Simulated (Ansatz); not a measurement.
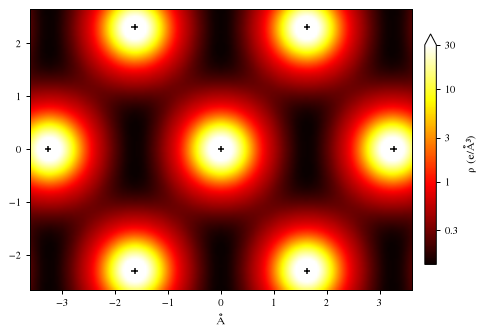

The valence pseudo-density on a plane through atoms (crosses mark nuclei in the plane).

Theory: DFT, LDA (PW92), plane waves (420 eV) with PAW, scalar-relativistic (Ansatz 0.2.0).

Candidates:
A. Se, a = 3.26 Å, b = 3.26 Å, c = 3.26 Å, α = 90.00°, β = 90.00°, γ = 90.00°. Space group Im-3m; set up as Se, bcc; a generated structure, not necessarily the stable one; changed on purpose from its base cell (volume × 0.92); computed pressure about 9 GPa in this cell.
B. Mo, a = 4.40 Å, b = 4.40 Å, c = 2.41 Å, α = 90.00°, β = 90.00°, γ = 120.00°. Space group P6/mmm; set up as Mo, omega (AlB2-type); a generated structure, not necessarily the stable one; changed on purpose from its base cell (volume × 0.88); computed pressure about 45 GPa in this cell; computed without spin polarisation.

Which system is this?

Candidate A: Se on the (011) plane of the conventional cell, which holds Se. Se–Se (2.83 Å): ρ is about 0.29 e/Å³ halfway.
